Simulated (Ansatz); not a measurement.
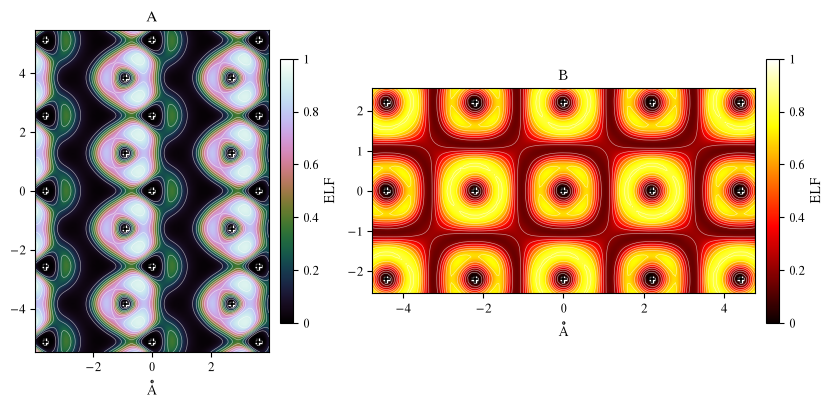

The electron localisation function of 2 systems, each on a plane through atoms (crosses mark nuclei in the plane).

All numbers below come from Ansatz, DFT PBE, scalar-relativistic, plane waves, PAW.

System 1: TaN, the (100) plane of the conventional cell. Space group Fm-3m.

```
Ta N
1.0
     4.41841    0.00000    0.00000
     0.00000    4.41841    0.00000
     0.00000    0.00000    4.41841
Ta N
4 4
Direct
  0.50000 0.00000 0.00000
  0.00000 0.50000 0.00000
  0.00000 0.00000 0.50000
  0.50000 0.50000 0.50000
  0.00000 0.00000 0.00000
  0.50000 0.50000 0.00000
  0.50000 0.00000 0.50000
  0.00000 0.50000 0.50000
```

System 2: BN, the (101) plane of the conventional cell. Space group F-43m.

```yaml
crystal:
  lattice:
    - [3.62465, 0.00000, 0.00000]
    - [0.00000, 0.00000, -3.62465]
    - [0.00000, 3.62465, 0.00000]
  atoms:
    - { symbol: B, position: [0.50000, 0.50000, 0.00000] }
    - { symbol: B, position: [0.00000, 0.50000, 0.50000] }
    - { symbol: B, position: [0.00000, 0.00000, 0.00000] }
    - { symbol: B, position: [0.50000, 0.00000, 0.50000] }
    - { symbol: N, position: [0.75000, 0.75000, 0.25000] }
    - { symbol: N, position: [0.25000, 0.75000, 0.75000] }
    - { symbol: N, position: [0.25000, 0.25000, 0.25000] }
    - { symbol: N, position: [0.75000, 0.25000, 0.75000] }
```

> Match each panel to its system.

Panel A is system 2, BN: the plane holds B and N. B–N (1.57 Å): the ELF peaks at about 0.95 between the atoms (a polar covalent bond). Panel B is system 1, TaN: the plane holds Ta and N. Ta–N (2.21 Å): the ELF peaks at about 0.80 in the valence shell of N, 0.6 Å from its nucleus, and is about 0.15 at the midpoint (no shared electron pair shows on this line).
